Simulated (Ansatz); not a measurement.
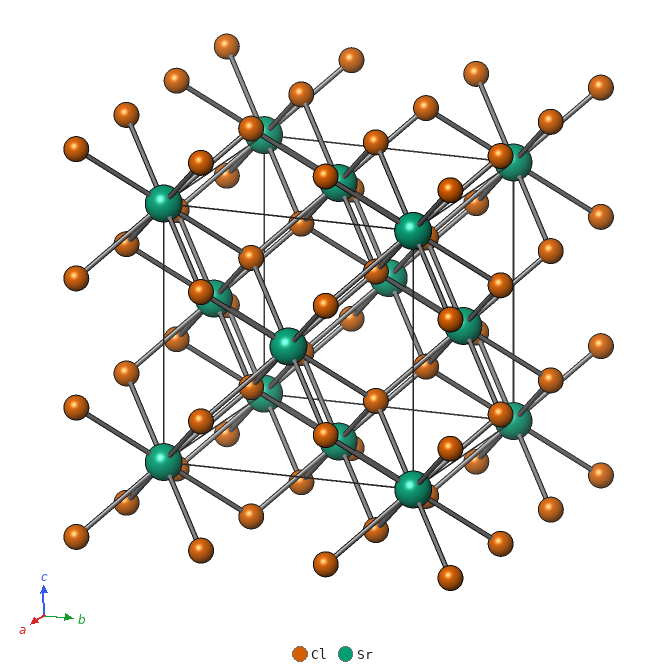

The figure gives a ball-and-stick picture of the atoms, viewed slightly off an axis. One drawn cell (a repeat of the simulation cell) is outlined, and atoms on its boundary appear in each equivalent place. Neighbours across the faces are drawn wherever a bond reaches them.

SrCl2, a = 6.705 Å, b = 6.705 Å, c = 6.705 Å, α = 89.97°, β = 89.97°, γ = 89.97°. Within 0.01 Å the space group is Fm-3m (No. 225), face-centred cubic: fluorite (CaF₂ type). Starting structure: a structure type filled with these elements by a generator (whether the compound takes this form wasn't checked). The cell was then strained or its atoms displaced on purpose. It went into a calculation with Ansatz.

This one geometry was computed with Ansatz (DFT, plane waves, PAW) at three levels of theory: HSE06, PBE and r2SCAN.

Question: How does the band gap change with the level of theory?

Answer: PBE: a gap of 5.42 eV, direct; r2SCAN: a gap of 5.89 eV, direct; HSE06: a gap of 6.74 eV, direct.

Question: Collect the results in a table.

Answer:
| level | cutoff (eV) | k-mesh of the run's cell | gap (eV) | pressure (GPa) |
| --- | --- | --- | --- | --- |
| HSE06 | 420 | 4×4×4 | 6.74 | 6.3 |
| PBE | 420 | 6×6×6 | 5.42 | 6.9 |
| r2SCAN | 500 | 6×6×6 | 5.89 | 6.3 |

Gaps are taken on the k-mesh or band path of each run.
